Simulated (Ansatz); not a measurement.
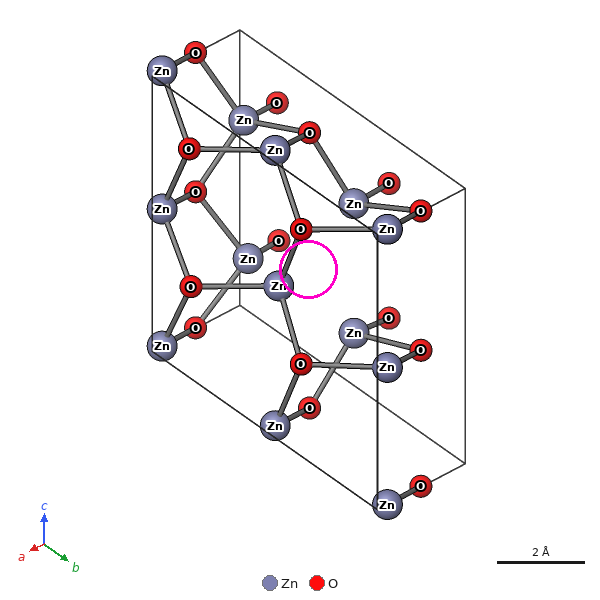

Ball-and-stick representation of a periodic structure, projected slightly off an axis. The box is the supercell; atoms on or close to its faces, edges and corners are drawn wherever they repeat. The host is ZnO, in a cell of 16 sites, and the cell is neutral. A ring marks the defect's site.

Q: Which defect is modelled here, and what are its neighbours?

A: An oxygen vacancy. Around the empty site lie four Zn at about 1.8 to 1.9 Å.

The atoms were relaxed in the host's cell with DFT HSE06, scalar-relativistic, plane waves, PAW in Ansatz.
